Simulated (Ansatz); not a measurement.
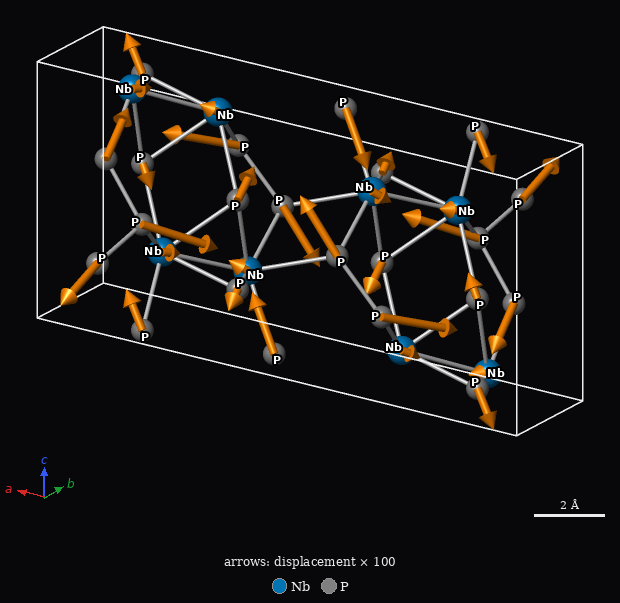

A relaxation of a crystal of Nb2P5 (set up in Pnma). The starting structure is drawn; orange arrows show the displacements, magnified 100 times.

The picture is a ball-and-stick view of the cell of the calculation, seen from a free direction.

Case: the database's cell, atoms relaxed.

These are results of DFT PBEsol, scalar-relativistic, plane waves, PAW in Ansatz 0.2.0, not measurements.

The input:
```yaml
crystal:
  lattice:
    - [16.75446008, 0.0, 0.0]
    - [0.0, 3.39205627, 0.0]
    - [0.0, 0.0, 7.93228258]
  atoms:
    - { symbol: Nb, position: [0.77388289, 0.25, 0.32690554] }
    - { symbol: Nb, position: [0.22611711, 0.75, 0.67309446] }
    - { symbol: Nb, position: [0.72611711, 0.75, 0.82690554] }
    - { symbol: Nb, position: [0.27388289, 0.25, 0.17309446] }
    - { symbol: Nb, position: [0.59487219, 0.25, 0.33529654] }
    - { symbol: Nb, position: [0.40512781, 0.75, 0.66470346] }
    - { symbol: Nb, position: [0.90512781, 0.75, 0.83529654] }
    - { symbol: Nb, position: [0.09487219, 0.25, 0.16470346] }
    - { symbol: P, position: [0.68528916, 0.75, 0.15350928] }
    - { symbol: P, position: [0.31471084, 0.25, 0.84649072] }
    - { symbol: P, position: [0.81471084, 0.25, 0.65350928] }
    - { symbol: P, position: [0.18528916, 0.75, 0.34649072] }
    - { symbol: P, position: [0.81496455, 0.25, 0.00296439] }
    - { symbol: P, position: [0.18503545, 0.75, 0.99703561] }
    - { symbol: P, position: [0.68503545, 0.75, 0.50296439] }
    - { symbol: P, position: [0.31496455, 0.25, 0.49703561] }
    - { symbol: P, position: [0.04001689, 0.25, 0.46306256] }
    - { symbol: P, position: [0.95998311, 0.75, 0.53693744] }
    - { symbol: P, position: [0.45998311, 0.75, 0.96306256] }
    - { symbol: P, position: [0.54001689, 0.25, 0.03693744] }
    - { symbol: P, position: [0.38519008, 0.75, 0.18393934] }
    - { symbol: P, position: [0.61480992, 0.25, 0.81606066] }
    - { symbol: P, position: [0.11480992, 0.25, 0.68393934] }
    - { symbol: P, position: [0.88519008, 0.75, 0.31606066] }
    - { symbol: P, position: [0.97760149, 0.75, 0.12134628] }
    - { symbol: P, position: [0.02239851, 0.25, 0.87865372] }
    - { symbol: P, position: [0.52239851, 0.25, 0.62134628] }
    - { symbol: P, position: [0.47760149, 0.75, 0.37865372] }
basis:
  ecutwfc: 420
kpoints:
  mp_grid: { grid: [2, 10, 6] }
hamiltonian:
  xc: pbesol
scf:
  occupations: { method: gaussian, width: 0.1 }
output:
  forces: true
  stress: true
  eigenvalues: true
relax:
  adjacent_minimum: "off"
  f_tol: 0.01
  max_steps: 40
```

Run as
```bash
ansatz run input.yaml --threads 4 --pin off --max-ram 10240MiB --backend cpu --events-out ev --progress --plain --runs-dir out
```

Atoms of which element are displaced furthest, and by how much?

Answer. Phosphorus: up to 0.027 Å, against 0.007 Å for niobium.

Describe the change and its energy.

Answer. After 4 geometry steps the energy has fallen by 2.3 meV per atom. The largest force component goes from 0.52 to 0.0024 eV/Å. The largest moves, 0.027 Å, are those of P21, P22, P23 and P24. P22 goes along +a. By element the largest moves are P 0.027 Å, Nb 0.007 Å. The lattice vectors keep their values. Near-neighbour distances that change, for instance: P21–P28 2.187 → 2.225 Å, P17–P23 2.154 → 2.181 Å, P17–P18 2.240 → 2.259 Å, Nb5–P20 2.539 → 2.524 Å. The space group stays Pnma (No. 62).
